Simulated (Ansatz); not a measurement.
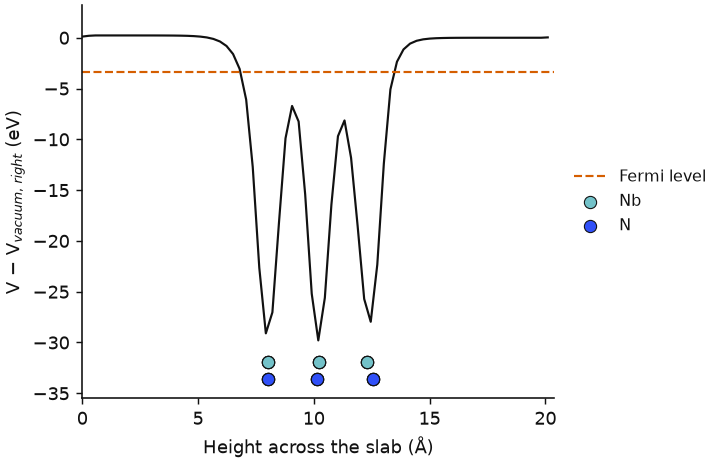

Plane-averaged electrostatic potential energy of an electron across the slab; circles at the bottom mark the heights of the atoms (positions after relaxation).

Structure: a (100) slab cut from NbN (Fm-3m), ended by NbN planes, 24 atoms in the cell.

Method: DFT PBE+D3(BJ), scalar-relativistic, plane waves, PAW, no spin polarisation, 3×3×1 k mesh, 420 eV cutoff, Gaussian smearing of 0.1 eV (Ansatz 0.2.0).

### Read off the work function of each face.

The work function is 3.36 eV at the right face and 3.59 eV at the left.

### Do the two faces differ, and what does that say about the slab's dipole?

The vacuum levels differ by 0.23 eV, so the slab carries a dipole along its normal. Some atoms were held fixed in the relaxation, which can itself make the faces differ.

### How thick are slab and vacuum?

The outermost atoms are 4.6 Å apart, which leaves 15.8 Å of vacuum in a cell 20.4 Å high.
